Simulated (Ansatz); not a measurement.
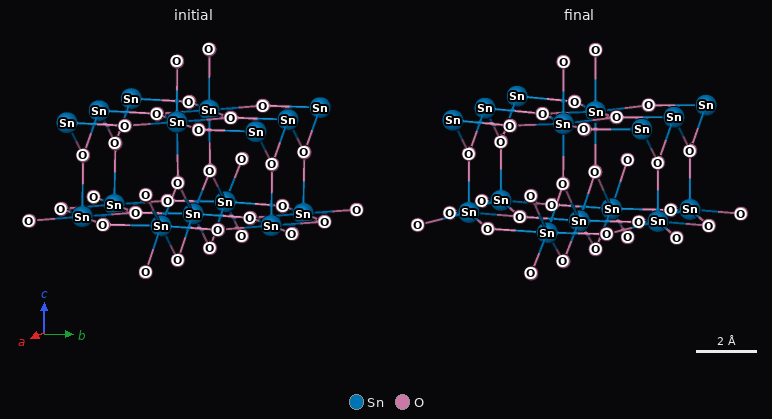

The structure of a slab of composition Sn16O32 before (left) and after (right) a relaxation, at one scale.

The picture is a ball-and-stick view of the atoms within 5.8 Å of the atom that moves most (axes of the 2 × 1 repeat of the cell, outlined in the plane, without the vacuum (origin shifted)), seen slightly off an axis.

Theory: DFT, PBEsol, PAW, plane waves (Ansatz). Settings: plane-wave cutoff 420 eV; k-point mesh 6 × 3 × 1; no spin polarisation; atoms relaxed in a fixed cell; force threshold 0.03 eV/Å; at most 80 steps.

### Describe what moved and what it gained.

The atom that moves furthest relative to the layer's centre is a Sn atom (0.23 Å at 10° to the normal (−c side)). By element the largest moves are Sn 0.23 Å, O 0.17 Å. The cell doesn't change. Among the contacts that change: O–Sn 2.018 → 2.163 Å, O–Sn 2.131 → 1.990 Å, O–Sn 2.056 → 2.166 Å, O–Sn 2.081 → 1.990 Å. Bond angles that change, for instance: O–Sn–O 179.6° → 164.0°, O–Sn–O 179.4° → 164.0°, O–Sn–O 88.7° → 98.1°. The energy falls by 1.607 eV per cell of the calculation in 5 geometry steps. The largest force component goes from 2.6 to 0.018 eV/Å.
